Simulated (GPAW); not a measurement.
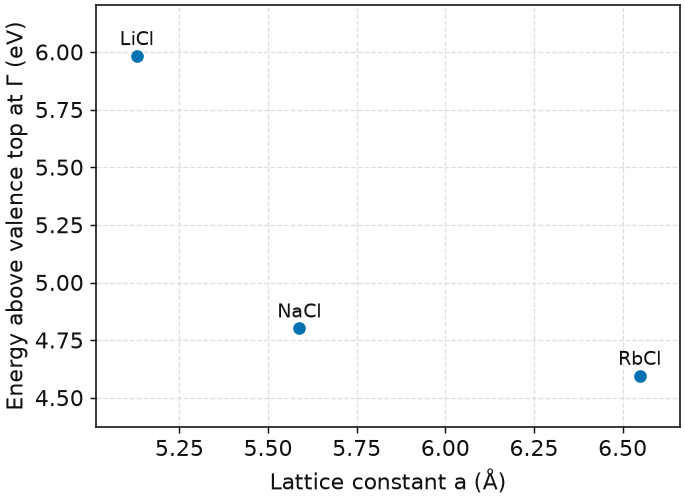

Lowest conduction level at Γ, counted from the valence-band top at Γ, for three rocksalt crystals against the lattice constant, each in its database cell. All by GPAW with LDA, without spin-orbit coupling, no moments; potentials: the program's PAW data sets (release 1.2.1) made for this functional.

### How does the value at Γ change from Li to Rb?

LiCl 5.98, NaCl 4.80 and RbCl 4.60 eV: it falls at each step to the heavier element.

| compound | a (Å) | k mesh | Γ (eV) |
| --- | --- | --- | --- |
| LiCl | 5.130 | 9×9×9 | 5.98 |
| NaCl | 5.588 | 7×7×7 | 4.80 |
| RbCl | 6.548 | 6×6×6 | 4.60 |

LDA, GGA and most meta-GGA functionals understate gaps. NaCl: the cell is a database's computed one. The cells are as the databases list them, so they lie at different pressures for this functional.
